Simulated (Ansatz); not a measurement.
## What a change does: single-point calculation on Mo

System: Mo (Cmcm, 2 atoms in the cell).
Method of run 1: DFT PBEsol, scalar-relativistic, plane waves, PAW, no spin polarisation (Ansatz 0.2.0).

The structure derives from an entry of the Crystallography Open Database. Text and figures count atoms from 1; the logs count them from 0 in places.

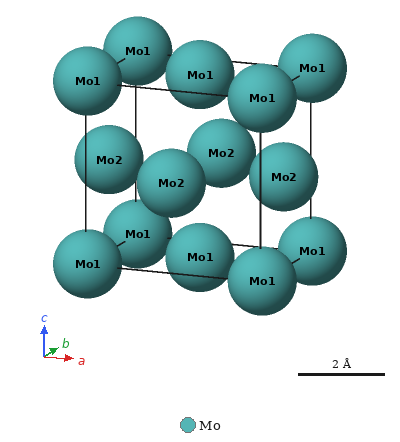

**Figure 1.** The input geometry (spheres-only view of the cell 2 times as large as that of the calculation, set on its symmetry axes, seen slightly off an axis; atoms are numbered from 1 in the order of the input). An atom can appear more than once, as a periodic image.

### Input, run 1
```yaml
crystal:
  lattice:
    - [-1.5646534271, 1.5646534271, 1.5646534271]
    - [1.5646534271, -1.5646534271, 1.5646534271]
    - [3.1293068543, 3.1293068543, 0.0]
  atoms:
    - { symbol: Mo, position: [0.0359504533, 0.0359504533, 0.0] }
    - { symbol: Mo, position: [0.4640495467, 0.4640495467, 0.5] }
basis:
  ecutwfc: 420
kpoints:
  mp_grid: { grid: [24, 24, 14] }
hamiltonian:
  xc: pbesol
scf:
  occupations: { method: gaussian, width: 0.15 }
output:
  forces: true
  stress: true
  eigenvalues: true
```

Command:
```bash
ansatz run input.yaml --threads 2 --pin off --max-ram 5120MiB --backend cpu --events-out ev --progress --plain --runs-dir out
```

Hardware: 2 threads of Arm Neoverse V1, 24 GiB of memory available, shared host.

### Output, shortened to warnings, some set-up lines, iterations and results (run 1)
```
Basis set: ecut = 420 eV, 609 PW (Γ), exchange–correlation on 40×40×60 points (8 copies of the dense FFT grid, shifted against one another)
Symmetry: 8 space group operations
k-points: 1256 of 8064
Initial density: superposition of atomic densities (neutral atoms: chi_scale 0, normalization atom), corrected by the library's trained network
[...]
SCF iter   1: F=—  HF=-9794.839790 eV  |F-HF|=—  |Δ(HF+E_count)|=         —  Δρ=6.55e-3  dr2=7.85e-3  ethr=1.77e-3  ⟨swp⟩=5.1  Hψ=99549  notcnv=0
SCF iter   2: F=—  HF=-9794.837724 eV  |F-HF|=—  |Δ(HF+E_count)|=   2.07e-3  Δρ=3.53e-3  dr2=2.11e-3  ethr=2.81e-5  ⟨swp⟩=1.7  Hψ=39331  notcnv=0
SCF iter   3: F=—  HF=-9794.837075 eV  |F-HF|=—  |Δ(HF+E_count)|=   6.49e-4  Δρ=3.42e-4  dr2=3.32e-5  ethr=7.55e-6  ⟨swp⟩=2.0  Hψ=29672  notcnv=0
SCF iter   4: F=—  HF=-9794.837085 eV  |F-HF|=—  |Δ(HF+E_count)|=   1.06e-5  Δρ=5.66e-5  dr2=3.42e-7  ethr=1.19e-7  ⟨swp⟩=2.4  Hψ=38605  notcnv=0
SCF iter   5: F=-9794.837086 eV  HF=-9794.837086 eV  |F-HF|=4.43e-8  |Δ(HF+E_count)|=   3.60e-7  Δρ=1.67e-5  dr2=6.94e-8  ethr=1.22e-9  ⟨swp⟩=2.0  Hψ=40094  notcnv=0
SCF iter   6: F=-9794.837086 eV  HF=-9794.837086 eV  |F-HF|=3.03e-9  |Δ(HF+E_count)|=   1.73e-8  Δρ=4.58e-6  dr2=4.49e-9  ethr=2.48e-10  ⟨swp⟩=2.2  Hψ=82536  notcnv=0
SCF 1 converged in 6 iterations: F = -9794.837086 eV  dr2 = 4.49e-9
SCF converged after 6 iterations
Free energy (F): -9794.837086 eV
Harris-Foulkes:  -9794.837086 eV  (|F-HF|=3.03e-9)
Internal energy: -9794.823590 eV  (E = F + TS)
E sigma→0 (E₀):  -9794.830338 eV
Entropy (-TS):   -0.013495 eV (-6.748 meV/atom)
Fermi energy:    21.429848 eV
--- Per-component energies (eV) ---
  E_band       = -99.014153
  E_kinetic    = 884.101837
  E_local      = -1549.355894  (includes V_loc(G=0)·N_el)
  E_nonlocal   = 289.599057
  E_hartree    = 512.635916
  E_xc         = -365.573344
  E_vxc        = -457.962055  (∫ρ·V_xc dr)
  E_paw        = -6287.888746  (= ΣΔE_a)
  E_vpaw       = -290.666445  (= ΣTr[D̂ρ^β])
  E_aug_tail   = 0.000077  (compensation charges beyond the density's cutoff)
  E_ewald      = -3278.761092
  E_core_change = 0.418599  (= ΣΔE_core)
  E_smearing   = -0.013495  (= −TS)
  E_closure    = 0.000000  (closes the sum)
  Σ components = -9794.837086   (vs F -9794.837086, Δ=0.00e0)
--- Forces (eV/Å), atoms counted from 1 ---
  atom   1  Mo     0.00000000     0.00000000    -1.07381184
  atom   2  Mo    -0.00000000     0.00000000     1.07381184
  max |Σ_I F_I| component: 2.71e-19 eV/Å
--- Stress (GPa, compression-positive) ---
        1.997438       1.970460       0.000000
        1.970460       1.997438       0.000000
        0.000000       0.000000       2.479512
  P = ⅓ Tr σ = 2.1581 GPa (21.581 kbar)
```

For run 2 the input was changed thus:
```diff
+  precision: f64
-  mp_grid: { grid: [24, 24, 14] }
+  mp_grid: { grid: [30, 30, 18] }
+  eigensolver: { kind: davidson }
```

Predict how the results change.

The free energy of run 2 is 0.32 meV per atom higher, which measures how much it depends on this numerical setting. The number of SCF iterations is the same. The irreducible k-points go from 1256 to 2410. On the same kind of shared host run 2 took about 3 times as long.

### Output, shortened to warnings, some set-up lines, iterations and results (run 2)
```
Basis set: ecut = 420 eV, 609 PW (Γ), exchange–correlation on 40×40×60 points (8 copies of the dense FFT grid, shifted against one another)
Symmetry: 8 space group operations
k-points: 2410 of 16200
Initial density: superposition of atomic densities (neutral atoms: chi_scale 0, normalization atom), corrected by the library's trained network
[...]
SCF iter   1: F=—  HF=-9794.838572 eV  |F-HF|=—  |Δ(HF+E_count)|=         —  Δρ=6.40e-3  dr2=7.49e-3  ethr=1.77e-3  ⟨swp⟩=4.5  Hψ=161438  notcnv=0
SCF iter   2: F=—  HF=-9794.837053 eV  |F-HF|=—  |Δ(HF+E_count)|=   1.52e-3  Δρ=3.52e-3  dr2=2.17e-3  ethr=2.68e-5  ⟨swp⟩=2.8  Hψ=82823  notcnv=0
SCF iter   3: F=—  HF=-9794.836429 eV  |F-HF|=—  |Δ(HF+E_count)|=   6.24e-4  Δρ=1.48e-4  dr2=3.46e-6  ethr=1.27e-8  ⟨swp⟩=3.9  Hψ=207481  notcnv=0
SCF iter   4: F=—  HF=-9794.836453 eV  |F-HF|=—  |Δ(HF+E_count)|=   2.36e-5  Δρ=2.53e-5  dr2=1.25e-7  ethr=1.23e-8  ⟨swp⟩=3.0  Hψ=89472  notcnv=0
SCF iter   5: F=-9794.836453 eV  HF=-9794.836453 eV  |F-HF|=8.88e-9  |Δ(HF+E_count)|=   5.13e-8  Δρ=7.00e-6  dr2=1.22e-8  ethr=4.46e-10  ⟨swp⟩=3.2  Hψ=107994  notcnv=0
SCF iter   6: F=-9794.836453 eV  HF=-9794.836453 eV  |F-HF|=5.82e-11  |Δ(HF+E_count)|=   4.23e-9  Δρ=1.95e-6  dr2=3.01e-10  ethr=4.36e-11  ⟨swp⟩=3.1  Hψ=103388  notcnv=0
SCF 1 converged in 6 iterations: F = -9794.836453 eV  dr2 = 3.01e-10
  Residual-converged pass: ⟨swp⟩=2.1  Hψ=67332  notcnv=0  max |occ|·‖R‖ = 6.7e-6 eV (tolerance 6.7e-6 eV)  dr2=3.13e-10  dr2_onsite=1.88e-10  max |Δocc| = 1.1e-8
SCF converged after 6 iterations
Free energy (F): -9794.836453 eV
Harris-Foulkes:  -9794.836453 eV  (|F-HF|=5.82e-11)
Internal energy: -9794.823225 eV  (E = F + TS)
E sigma→0 (E₀):  -9794.829839 eV
Entropy (-TS):   -0.013227 eV (-6.614 meV/atom)
Fermi energy:    21.419664 eV
--- Per-component energies (eV) ---
  E_band       = -98.995383
  E_kinetic    = 884.108188
  E_local      = -1549.384060  (includes V_loc(G=0)·N_el)
  E_nonlocal   = 289.606188
  E_hartree    = 512.653559
  E_xc         = -365.573833
  E_vxc        = -457.962797  (∫ρ·V_xc dr)
  E_paw        = -6287.890851  (= ΣΔE_a)
  E_vpaw       = -290.669903  (= ΣTr[D̂ρ^β])
  E_aug_tail   = 0.000077  (compensation charges beyond the density's cutoff)
  E_ewald      = -3278.761092
  E_core_change = 0.418599  (= ΣΔE_core)
  E_smearing   = -0.013227  (= −TS)
  E_closure    = 0.000000  (closes the sum)
  Σ components = -9794.836453   (vs F -9794.836453, Δ=0.00e0)
--- Forces (eV/Å), atoms counted from 1 ---
  atom   1  Mo     0.00000000     0.00000000    -1.07182737
  atom   2  Mo    -0.00000000     0.00000000     1.07182737
  max |Σ_I F_I| component: 0.00e0 eV/Å
--- Stress (GPa, compression-positive) ---
        2.001297       1.875611       0.000000
        1.875611       2.001297       0.000000
        0.000000       0.000000       2.422653
  P = ⅓ Tr σ = 2.1417 GPa (21.417 kbar)
```

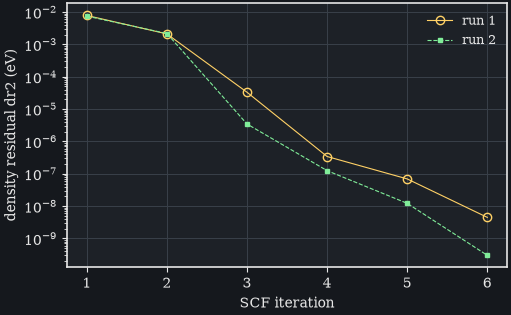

**Figure 2.** Convergence of the two runs: density residual dr2 against the SCF iteration. Run 1 takes 6 iterations in all, and run 2 takes 6.

### The two runs side by side

| quantity | run 1 | run 2 |
| --- | --- | --- |
| outcome | converged | converged |
| free energy per atom (eV) | −4897.4185 | −4897.4182 |
| energy per atom, smearing taken to zero (eV) | −4897.4152 | −4897.4149 |
| gap on the mesh (eV) | 0.00 | 0.00 |
| pressure (GPa) | 2.16 | 2.14 |
| largest force (eV/Å) | 1.074 | 1.072 |
| SCF iterations | 6 | 6 |
| irreducible k-points | 1256 | 2410 |
| plane waves at Γ | 609 | 609 |
| wall time (shared host) | 16 s | 49 s |
